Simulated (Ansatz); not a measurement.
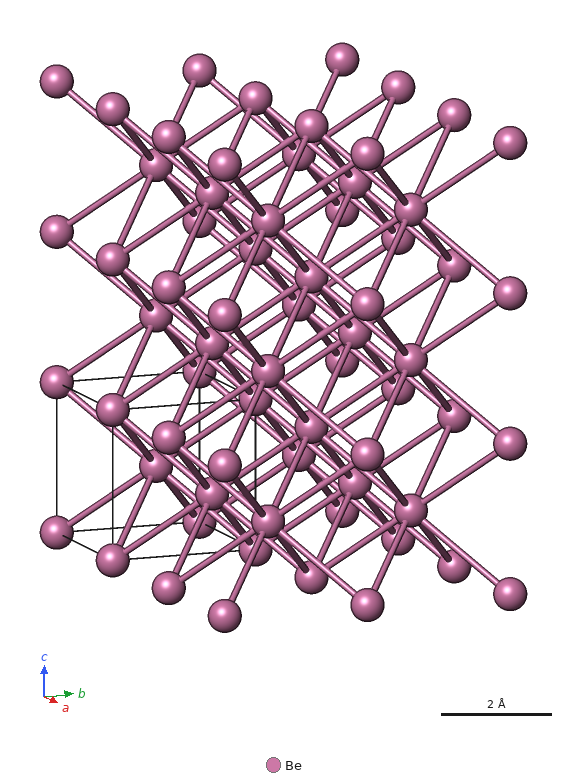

Fig. 1: The input geometry (ball-and-stick view of the cell 2 times as large as that of the calculation, set on its symmetry axes, repeated 3 × 2 × 3, seen slightly off an axis). An atom can appear more than once, as a periodic image.

## Geometry relaxation of Be

Be (1 atom in the cell), computed with DFT, PBE, PAW with Ansatz's earlier generated frozen-core files (soft_1), scalar-relativistic, PAW set soft_1, no spin polarisation (Ansatz 0.2.0).

The structure was built on a prototype by a generator; it need not be a known phase. It belongs to a series of runs on one base structure; here: cell and atoms relaxed from a first guess.

What the program printed:
```
Engine: ansatz 0.2.0, aarch64-unknown-linux-gnu
Pseudopotentials: kind: paw
Pseudopotential: Be, paw, valence charge 2, recommended cutoff 420 eV (normal), [file]
Functional definition: PBE
  parameter kappa = 0.804
  parameter beta = 0.06672455060314922
  exchange = pbe_x(kappa = kappa, mu = beta*pi^2/3)
  correlation = pbe_c(beta = beta)
Crystal: 1 atoms, lattice volume = 11.124 Å³
Basis set: ecut = 420 eV, 225 PW (Γ), exchange–correlation on 36×36×36 points (8 copies of the dense FFT grid, shifted against one another)
Bands: 5, of which v1, the nominal top of the filled ones, is band 1 counted from 1 (0 counted from 0)
Symmetry: 48 space group operations
Space group: Im-3m (ITA 229), of the structure as read, at distance tolerance 2.2e-5 Å
k-points: 256 of 8000
Non-local potential: Be, projectors of the file, l = 0: 2, l = 1: 2, l = 2: 1
PAW form: soft (Blöchl's): semilocal exchange-correlation on the pseudo side does not see the compensation charge
PAW one-centre angular grid: Be, 110 points (default); XC on 64 Gauss nodes
Initial density: superposition of atomic densities (chi_scale 0.1, normalization cell)
Initial wavefunctions: pseudopotential atomic-orbital guess
Functional: x = pbe(κ = 0.804, μ = 0.2195149727645171), c = pbe(β = 0.06672455060314922)
SCF iter   1: F=—  HF=-92.353997 eV  |F-HF|=—  |Δ(HF+E_count)|=         —  Δρ=8.53e-3  dr2=4.18e-3  ethr=3.10e-3  ⟨swp⟩=4.6  Hψ=12127  notcnv=0
preconditioner: auto → none  [metal: Δε(μ)=0.056 eV  Ē_g=14.763 eV  σ=0.050 eV  W_gap=0.26  n_scr=0 (ndim 8)  ℏωp=15.7 eV  f_vac=0.000  D(μ)=0.31/eV (n_scr^D=0)]
SCF iter   2: F=—  HF=-92.351296 eV  |F-HF|=—  |Δ(HF+E_count)|=   2.70e-3  Δρ=4.46e-3  dr2=1.17e-3  ethr=2.09e-4  ⟨swp⟩=1.6  Hψ=3503  notcnv=0
SCF iter   3: F=—  HF=-92.350146 eV  |F-HF|=—  |Δ(HF+E_count)|=   1.15e-3  Δρ=4.21e-5  dr2=6.93e-8  ethr=5.85e-5  ⟨swp⟩=2.3  Hψ=2251  notcnv=0
SCF iter   4: F=—  HF=-92.350140 eV  |F-HF|=—  |Δ(HF+E_count)|=   5.75e-6  Δρ=1.63e-5  dr2=1.04e-8  ethr=3.47e-9  ⟨swp⟩=6.3  Hψ=3319  notcnv=0
SCF iter   5: F=-92.350140 eV  HF=-92.350140 eV  |F-HF|=8.55e-12  |Δ(HF+E_count)|=   1.62e-8  Δρ=4.41e-7  dr2=8.57e-12  ethr=5.18e-10  ⟨swp⟩=3.1  Hψ=4022  notcnv=0
SCF 1 converged in 5 iterations: F = -92.350140 eV  dr2 = 8.57e-12
  greatest PAW one-centre occupation: 0.292 electrons in one spin orbital (limit 2), on the Be atom at site 0 (counted from 0), in its partial waves of l = 0
relax step   1: F+E_penalty+E_count = -92.35014000 eV  Δ(F+E_penalty+E_count) = +0.000e0 eV  max|allowed force component| = 0.000e0 eV/Å  Δτ_max = 0.0000 Å  P = -23.319 GPa  Ω = 11.124 Å³  (5 SCF iters, accepted)
Crystal: 1 atoms, lattice volume = 9.575 Å³
Basis set: ecut = 420 eV, 177 PW (Γ), exchange–correlation on 36×36×36 points (8 copies of the dense FFT grid, shifted against one another)
Initial density: handed on by an earlier stage of this run
Initial wavefunctions: those handed on with the density
iter 1 solved again at ethr=2.14e-5 eV; its pass at ethr=3.10e-3 eV (dr2=4.28e-4 eV) is discarded
SCF iter   1: F=—  HF=-92.552684 eV  |F-HF|=—  |Δ(HF+E_count)|=         —  Δρ=2.93e-3  dr2=4.29e-4  ethr=2.14e-5  ⟨swp⟩=1.0  Hψ=15414  notcnv=0
preconditioner: auto → none  [metal: Δε(μ)=0.034 eV  Ē_g=16.462 eV  σ=0.050 eV  W_gap=0.17  n_scr=0 (ndim 8)  ℏωp=17.0 eV  f_vac=0.000  D(μ)=0.25/eV (n_scr^D=0)]
SCF iter   2: F=—  HF=-92.552136 eV  |F-HF|=—  |Δ(HF+E_count)|=   5.48e-4  Δρ=1.40e-3  dr2=9.17e-5  ethr=2.14e-5  ⟨swp⟩=1.1  Hψ=1295  notcnv=0
SCF iter   3: F=—  HF=-92.551996 eV  |F-HF|=—  |Δ(HF+E_count)|=   1.40e-4  Δρ=4.56e-5  dr2=4.66e-8  ethr=5.00e-9  ⟨swp⟩=4.8  Hψ=4434  notcnv=0
SCF iter   4: F=-92.551996 eV  HF=-92.551996 eV  |F-HF|=8.03e-11  |Δ(HF+E_count)|=   5.44e-8  Δρ=3.46e-6  dr2=6.01e-10  ethr=2.33e-9  ⟨swp⟩=3.9  Hψ=4136  notcnv=0
SCF 2 converged in 4 iterations: F = -92.551996 eV  dr2 = 6.01e-10
  greatest PAW one-centre occupation: 0.309 electrons in one spin orbital (limit 2), on the Be atom at site 0 (counted from 0), in its partial waves of l = 0
relax step   2: F+E_penalty+E_count = -92.55199599 eV  Δ(F+E_penalty+E_count) = -2.019e-1 eV  max|allowed force component| = 0.000e0 eV/Å  Δτ_max = 0.0000 Å  P = -17.536 GPa  Ω = 9.575 Å³  energy of the carried Pulay correction = +2.173e-4 eV  (4 SCF iters, dr2 threshold 1.00e-7 eV, accepted)
Crystal: 1 atoms, lattice volume = 8.177 Å³
Basis set: ecut = 420 eV, 141 PW (Γ), exchange–correlation on 36×36×36 points (8 copies of the dense FFT grid, shifted against one another)
iter 1 solved again at ethr=1.37e-5 eV; its pass at ethr=3.10e-3 eV (dr2=2.75e-4 eV) is discarded
SCF iter   1: F=—  HF=-92.659815 eV  |F-HF|=—  |Δ(HF+E_count)|=         —  Δρ=3.09e-3  dr2=2.75e-4  ethr=1.37e-5  ⟨swp⟩=1.0  Hψ=15534  notcnv=0
preconditioner: auto → none  [metal: Δε(μ)=0.039 eV  Ē_g=18.417 eV  σ=0.050 eV  W_gap=0.19  n_scr=0 (ndim 8)  ℏωp=18.4 eV  f_vac=0.000  D(μ)=0.15/eV (n_scr^D=0)]
SCF iter   2: F=—  HF=-92.659156 eV  |F-HF|=—  |Δ(HF+E_count)|=   6.58e-4  Δρ=1.51e-3  dr2=6.05e-5  ethr=1.37e-5  ⟨swp⟩=1.9  Hψ=1530  notcnv=0
SCF iter   3: F=—  HF=-92.659000 eV  |F-HF|=—  |Δ(HF+E_count)|=   1.57e-4  Δρ=4.98e-5  dr2=6.66e-8  ethr=5.00e-9  ⟨swp⟩=4.8  Hψ=4402  notcnv=0
SCF iter   4: F=-92.659000 eV  HF=-92.659000 eV  |F-HF|=4.88e-11  |Δ(HF+E_count)|=   5.07e-8  Δρ=3.02e-6  dr2=3.29e-10  ethr=3.33e-9  ⟨swp⟩=3.8  Hψ=4093  notcnv=0
SCF 3 converged in 4 iterations: F = -92.659000 eV  dr2 = 3.29e-10
  greatest PAW one-centre occupation: 0.337 electrons in one spin orbital (limit 2), on the Be atom at site 0 (counted from 0), in its partial waves of l = 0
relax step   3: F+E_penalty+E_count = -92.65899984 eV  Δ(F+E_penalty+E_count) = -1.070e-1 eV  max|allowed force component| = 0.000e0 eV/Å  Δτ_max = 0.0000 Å  P = -5.203 GPa  Ω = 8.177 Å³  energy of the carried Pulay correction = +4.435e-4 eV  (4 SCF iters, dr2 threshold 1.00e-7 eV, accepted)
Crystal: 1 atoms, lattice volume = 7.704 Å³
iter 1 solved again at ethr=1.38e-6 eV; its pass at ethr=3.10e-3 eV (dr2=2.76e-5 eV) is discarded
SCF iter   1: F=—  HF=-92.664615 eV  |F-HF|=—  |Δ(HF+E_count)|=         —  Δρ=1.19e-3  dr2=2.78e-5  ethr=1.38e-6  ⟨swp⟩=2.0  Hψ=14309  notcnv=0
preconditioner: auto → none  [metal: Δε(μ)=0.035 eV  Ē_g=19.220 eV  σ=0.050 eV  W_gap=0.18  n_scr=0 (ndim 8)  ℏωp=18.9 eV  f_vac=0.000  D(μ)=0.15/eV (n_scr^D=0)]
SCF iter   2: F=—  HF=-92.664534 eV  |F-HF|=—  |Δ(HF+E_count)|=   8.18e-5  Δρ=5.96e-4  dr2=6.67e-6  ethr=1.38e-6  ⟨swp⟩=2.0  Hψ=1535  notcnv=0
SCF iter   3: F=-92.664511 eV  HF=-92.664511 eV  |F-HF|=3.97e-9  |Δ(HF+E_count)|=   2.27e-5  Δρ=1.85e-5  dr2=1.13e-8  ethr=5.00e-9  ⟨swp⟩=4.3  Hψ=4244  notcnv=0
SCF 4 converged in 3 iterations: F = -92.664511 eV  dr2 = 1.13e-8
  greatest PAW one-centre occupation: 0.350 electrons in one spin orbital (limit 2), on the Be atom at site 0 (counted from 0), in its partial waves of l = 0
relax step   4: F+E_penalty+E_count = -92.66451086 eV  Δ(F+E_penalty+E_count) = -5.511e-3 eV  max|allowed force component| = 0.000e0 eV/Å  Δτ_max = 0.0000 Å  P = +1.836 GPa  Ω = 7.704 Å³  energy of the carried Pulay correction = +5.277e-4 eV  (3 SCF iters, dr2 threshold 1.00e-7 eV, accepted)
Crystal: 1 atoms, lattice volume = 7.814 Å³
iter 1 solved again at ethr=7.51e-8 eV; its pass at ethr=3.10e-3 eV (dr2=1.50e-6 eV) is discarded
SCF iter   1: F=—  HF=-92.665128 eV  |F-HF|=—  |Δ(HF+E_count)|=         —  Δρ=2.75e-4  dr2=1.50e-6  ethr=7.51e-8  ⟨swp⟩=2.0  Hψ=13509  notcnv=0
preconditioner: auto → none  [metal: Δε(μ)=0.036 eV  Ē_g=19.031 eV  σ=0.050 eV  W_gap=0.18  n_scr=0 (ndim 8)  ℏωp=18.8 eV  f_vac=0.000  D(μ)=0.15/eV (n_scr^D=0)]
SCF iter   2: F=—  HF=-92.665127 eV  |F-HF|=—  |Δ(HF+E_count)|=   1.14e-6  Δρ=1.38e-4  dr2=3.63e-7  ethr=7.51e-8  ⟨swp⟩=2.0  Hψ=1535  notcnv=0
SCF iter   3: F=-92.665126 eV  HF=-92.665126 eV  |F-HF|=1.41e-10  |Δ(HF+E_count)|=   1.39e-6  Δρ=4.58e-6  dr2=7.65e-10  ethr=5.00e-9  ⟨swp⟩=6.6  Hψ=3326  notcnv=0
SCF 5 converged in 3 iterations: F = -92.665126 eV  dr2 = 7.65e-10
  greatest PAW one-centre occupation: 0.347 electrons in one spin orbital (limit 2), on the Be atom at site 0 (counted from 0), in its partial waves of l = 0
relax step   5: F+E_penalty+E_count = -92.66512592 eV  Δ(F+E_penalty+E_count) = -6.151e-4 eV  max|allowed force component| = 0.000e0 eV/Å  Δτ_max = 0.0000 Å  P = +0.029 GPa  Ω = 7.814 Å³  energy of the carried Pulay correction = +5.077e-4 eV  (3 SCF iters, dr2 threshold 1.00e-7 eV, accepted)
Basis set: ecut = 420 eV, 141 PW (Γ), exchange–correlation on 30×30×30 points (8 copies of the dense FFT grid, shifted against one another)
Initial wavefunctions: pseudopotential atomic-orbital guess (no wavefunctions were taken with the density)
iter 1 solved again at ethr=4.08e-9 eV; its pass at ethr=3.10e-3 eV (dr2=8.17e-8 eV) is discarded
SCF iter   1: F=—  HF=-92.664944 eV  |F-HF|=—  |Δ(HF+E_count)|=         —  Δρ=1.04e-4  dr2=7.83e-8  ethr=4.08e-9  ⟨swp⟩=3.0  Hψ=15830  notcnv=0
SCF iter   2: F=—  HF=-92.664958 eV  |F-HF|=—  |Δ(HF+E_count)|=   1.33e-5  Δρ=5.28e-5  dr2=2.00e-8  ethr=3.92e-9  ⟨swp⟩=2.0  Hψ=1535  notcnv=0
SCF iter   3: F=-92.664958 eV  HF=-92.664958 eV  |F-HF|=1.04e-11  |Δ(HF+E_count)|=   1.65e-7  Δρ=5.25e-7  dr2=4.51e-12  ethr=1.00e-12  ⟨swp⟩=3.2  Hψ=3935  notcnv=0
SCF 6 converged in 3 iterations: F = -92.664958 eV  dr2 = 4.51e-12
relax step   6: F+E_penalty+E_count = -92.66495790 eV  Δ(F+E_penalty+E_count) = +1.680e-4 eV  max|allowed force component| = 0.000e0 eV/Å  Δτ_max = 0.0000 Å  P = -0.005 GPa  Ω = 7.814 Å³  stress off target by 5.16e-3 GPa  SCF on the basis re-selected at this cell (its energy is not comparable with the rows above)  (3 SCF iters)
```

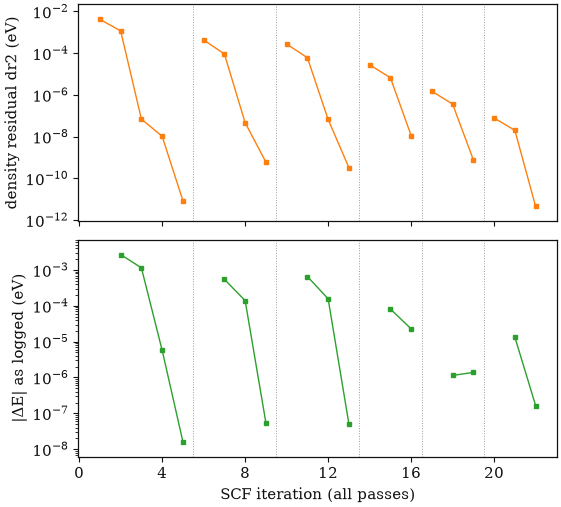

Fig. 2: Convergence of the self-consistent field: density residual dr2 and size of the energy change against the SCF iteration. The dotted lines part the SCF passes of the relaxation: geometry steps, rejected trials and re-solves on a re-selected basis. The 6 passes take 3 to 5 iterations each, 22 in all.

```
basis re-selected at this cell: Δ(F+E_penalty+E_count) = +1.680e-4 eV, ΔP = -0.034 GPa vs the last step (what re-selecting the basis moved, of the pressure what is left beyond the Pulay correction that the steps carried, after the strain that the cell walked since its last selection, with what the two solves' SCF thresholds leave and, on support functions, any second-order correction that the steps lacked; it is no measure of the basis error at this ecutwfc). The dense FFT grid was sized anew with the basis: this SCF ran on 15×15×15 points, the steps before it on 18×18×18, so part of this shift can come from that change (see relax.cell in the input reference). This SCF's stress stands 5.16e-3 GPa from its target on what of the cell is left free (relax.cell.stress_tol is 5.00e-2 GPa) and its largest allowed force component is 0.00e0 eV/Å (relax.f_tol is 5.00e-3 eV/Å): within both
SCF converged after 3 iterations
Free energy (F): -92.664958 eV
Harris-Foulkes:  -92.664958 eV  (|F-HF|=1.04e-11)
Internal energy: -92.663840 eV  (E = F + TS)
E sigma→0 (E₀):  -92.664399 eV
Entropy (-TS):   -0.001118 eV (-1.118 meV/atom)
Fermi energy:    9.089638 eV
--- Per-component energies (eV) ---
  E_band       = 6.370760
  E_kinetic    = 21.591711
  E_local      = 3.386039  (includes V_loc(G=0)·N_el)
  E_nonlocal   = 3.664843
  E_hartree    = 0.017742
  E_xc         = -20.475305
  E_vxc        = -20.771036  (∫ρ·V_xc dr)
  E_paw        = -58.928168  (= ΣΔE_a)
  E_vpaw       = -1.536280  (= ΣTr[D̂ρ^β])
  E_aug_tail   = -0.000001  (compensation charges beyond the density's cutoff)
  E_ewald      = -41.920701
  E_smearing   = -0.001118  (= −TS)
  E_closure    = 0.000000  (closes the sum)
  Σ components = -92.664958   (vs F -92.664958, Δ=0.00e0)
--- Forces (eV/Å), atoms counted from 1 ---
  atom   1  Be     0.00000000    -0.00000000     0.00000000
  max |Σ_I F_I| component: 7.19e-33 eV/Å
--- Stress (GPa, compression-positive) ---
       -0.005161      -0.000000       0.000000
       -0.000000      -0.005161       0.000000
        0.000000       0.000000      -0.005161
  P = ⅓ Tr σ = -0.0052 GPa (-0.052 kbar)
--- Band table (eV; the first three rows and the last of 256) ---
  k-point 0: bands = ["-3.1840", "28.5524", "28.5524", "28.5524", "39.9188"]
  k-point 1: bands = ["-3.0961", "28.1164", "28.1914", "28.4484", "38.7024"]
  k-point 2: bands = ["-2.8322", "26.7751", "27.2900", "28.1424", "36.6462"]
  k-point 255: bands = ["13.0774", "13.0774", "13.0774", "18.9303", "18.9303"]
--- Relaxed structure (5 steps of the walk, 5 accepted, 1 SCFs on fresh bases) ---
  F+E_penalty+E_count = -92.66495790 eV   max|allowed force component| = 0.000e0 eV/Å   (the final SCF, on the basis selected at the relaxed cell)
  cell:  # Å, volume = 7.8138 Å³
    - [-1.2500666701826537, 1.2500666701826537, 1.2500666701826537]
    - [1.2500666701826537, -1.2500666701826537, 1.2500666701826537]
    - [1.2500666701826537, 1.2500666701826537, -1.2500666701826537]
  atoms:
    - { symbol: Be, position: [0.0, 0.0, 0.0] }
```

File rho_z.tsv:
```
# z_ang	rho[e/angstrom^3]
# format = ansatz-planar-average/11
# lattice	-1.250066670	1.250066670	1.250066670
# lattice	1.250066670	-1.250066670	1.250066670
# lattice	1.250066670	1.250066670	-1.250066670
# sites	1
# site	4	0.000000000	0.000000000	0.000000000
0.000000	2.450970e-1
0.144345	2.467385e-1
0.288691	2.508639e-1
0.433036	2.556237e-1
0.577381	2.593044e-1
0.721726	2.612158e-1
0.866072	2.617265e-1
1.010417	2.616715e-1
1.154762	2.616715e-1
1.299107	2.617265e-1
1.443453	2.612158e-1
1.587798	2.593044e-1
1.732143	2.556237e-1
1.876488	2.508639e-1
2.020834	2.467385e-1
```

File v_z.tsv:
```
# z_ang	v_es[eV]	v_tot[eV]
# format = ansatz-planar-average/11
# xc	pbe
# density_cutoff_ev	1680
# datasets	Be=:simpson_from_first_knot:soft
# lattice	-1.250066670	1.250066670	1.250066670
# lattice	1.250066670	-1.250066670	1.250066670
# lattice	1.250066670	1.250066670	-1.250066670
# sites	1
# site	4	0.000000000	0.000000000	0.000000000
0.000000	-4.328848e0	-1.573649e1
0.144345	-3.831806e0	-1.514965e1
0.288691	-2.511377e0	-1.355542e1
0.433036	-5.554379e-1	-1.124693e1
0.577381	1.691083e0	-8.797345e0
0.721726	3.849127e0	-6.646582e0
0.866072	5.383126e0	-5.155394e0
1.010417	6.055842e0	-4.465605e0
1.154762	6.055842e0	-4.465605e0
1.299107	5.383126e0	-5.155394e0
1.443453	3.849127e0	-6.646582e0
1.587798	1.691083e0	-8.797345e0
1.732143	-5.554379e-1	-1.124693e1
1.876488	-2.511377e0	-1.355542e1
2.020834	-3.831806e0	-1.514965e1
```

Trajectory as extended XYZ (Å, eV, eV/Å), 6 frames, from step=1 to step=6:
```
1
Lattice="-1.4062 1.4062 1.4062 1.4062 -1.4062 1.4062 1.4062 1.4062 -1.4062" Properties=species:S:1:pos:R:3:forces:R:3 step=1 energy=-92.35014 pressure_GPa=-23.32
Be    0.0000    0.0000    0.0000    0.0000   0.0000   0.0000
1
Lattice="-1.3377 1.3377 1.3377 1.3377 -1.3377 1.3377 1.3377 1.3377 -1.3377" Properties=species:S:1:pos:R:3:forces:R:3 step=2 energy=-92.55200 pressure_GPa=-17.54
Be    0.0000    0.0000    0.0000    0.0000   0.0000   0.0000
1
Lattice="-1.2691 1.2691 1.2691 1.2691 -1.2691 1.2691 1.2691 1.2691 -1.2691" Properties=species:S:1:pos:R:3:forces:R:3 step=3 energy=-92.65900 pressure_GPa=-5.20
Be    0.0000    0.0000    0.0000    0.0000   0.0000   0.0000
1
Lattice="-1.2442 1.2442 1.2442 1.2442 -1.2442 1.2442 1.2442 1.2442 -1.2442" Properties=species:S:1:pos:R:3:forces:R:3 step=4 energy=-92.66451 pressure_GPa=1.84
Be    0.0000    0.0000    0.0000    0.0000   0.0000   0.0000
1
Lattice="-1.2501 1.2501 1.2501 1.2501 -1.2501 1.2501 1.2501 1.2501 -1.2501" Properties=species:S:1:pos:R:3:forces:R:3 step=5 energy=-92.66513 pressure_GPa=0.03
Be    0.0000    0.0000    0.0000    0.0000   0.0000   0.0000
1
Lattice="-1.2501 1.2501 1.2501 1.2501 -1.2501 1.2501 1.2501 1.2501 -1.2501" Properties=species:S:1:pos:R:3:forces:R:3 step=6 energy=-92.66496 pressure_GPa=-0.01
Be    0.0000    0.0000    0.0000    0.0000   0.0000   0.0000
```

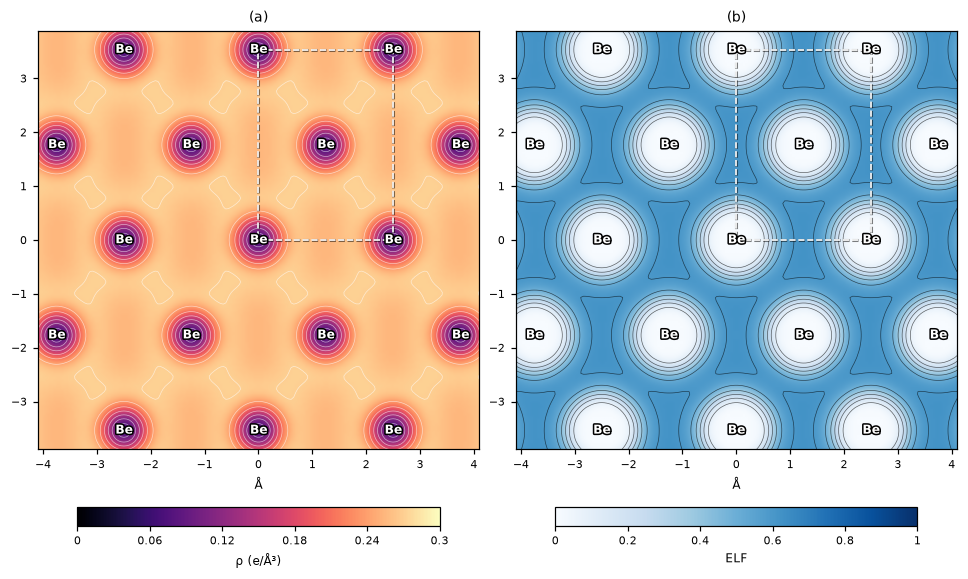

Fig. 3: (a) valence electron density; (b) electron localisation function on the (011) plane of the conventional cell. Be–Be (2.17 Å): the density is about 0.27 e/Å³ at the midpoint; the ELF is about 0.60 at the midpoint, as expected for metallic bonding. Away from the nuclei the density in this plane falls to 0.25 e/Å³ at its lowest. The ELF has a maximum of about 0.60 in the space between the atoms. The fields are those of the smooth PAW valence density.

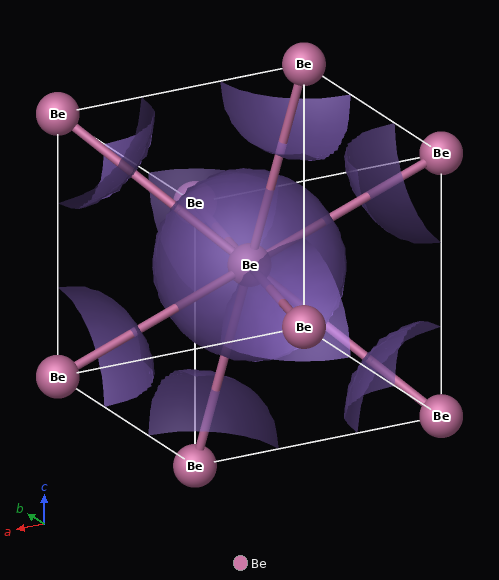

Fig. 4: Isosurface of the ELF at 0.5 (purple), seen at an oblique angle. Only the valence region is drawn (cores and ρ < 0.01 e/Å³ removed). Sticks mark near contacts. The outline is the cell set on symmetry axes. Values along the shortest contacts:

This output came from the following input.

Input:
```yaml
crystal:
  lattice:
    - [-1.40625, 1.40625, 1.40625]
    - [1.40625, -1.40625, 1.40625]
    - [1.40625, 1.40625, -1.40625]
  atoms:
    - { symbol: Be, position: [0.0, 0.0, 0.0] }
kpoints:
  mp_grid: { grid: [20, 20, 20] }
scf:
  occupations: { method: fermi_dirac, width: 0.05 }
hamiltonian:
  xc: pbe
  pseudopotentials: { kind: paw, azcp: { folder: soft_1 } }
output:
  forces: true
  stress: true
  write_density: true
  write_potential: true
  elf: true
  volumetric_format: npy
relax:
  f_tol: 0.005
  max_steps: 80
  cell: {}
```

Run as:
```bash
ansatz run input.yaml --threads 1 --pin off --max-ram 2048MiB --backend cpu --events-out ev --progress --plain --runs-dir out
```

Results in brief:

- outcome: converged
- space group (tolerance 0.01 Å): Im-3m (229)
- electrons treated: 2
- free energy: −92.6650 eV
- Fermi energy: 9.090 eV
- pressure: −0.01 GPa
- final volume: 7.81 Å³
- largest force (length of the vector) at the end: under 0.001 eV/Å
- final cell: a = 2.165 Å, b = 2.165 Å, c = 2.165 Å, α = 109.47°, β = 109.47°, γ = 109.47°
- hardware: 1 thread of Arm Neoverse V2, 24 GiB of memory available, shared host
- wall time: 5.5 s
- peak memory: 0.27 GiB
